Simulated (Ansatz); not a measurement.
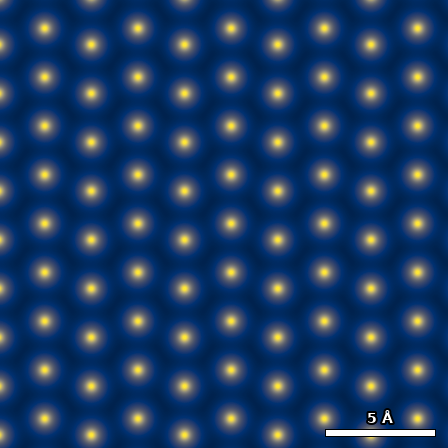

Projected-potential map of a crystal. Computed as the sum of neutral-atom potentials (tabulated electron scattering factors, B = 0.3 Å²) projected along the beam and smoothed by 0.25 Å; brighter is more positive. The display is stretched by a gamma of 0.7; percentages refer to the linear signal.

**Give the net of the columns and its spacings.**

The pattern repeats on a rectangular net of 2.3 × 4.4 Å.

**Which plane group does this projection have?**

p2mg: mirror lines in one direction, glide lines across them, twofold points on the glide lines.

**How many columns does the smallest repeating cell hold, and how many levels of brightness?**

2 columns in the primitive cell of 9.9 Å², all of one brightness.

The crystal is Rh (P6_3/mmc, No. 194) seen along [100]. Structure: the end point of a relaxation at fixed volume with DFT HSE06, scalar-relativistic, plane waves, PAW in Ansatz; the starting structure was generated, so it need not be a known form of this composition.
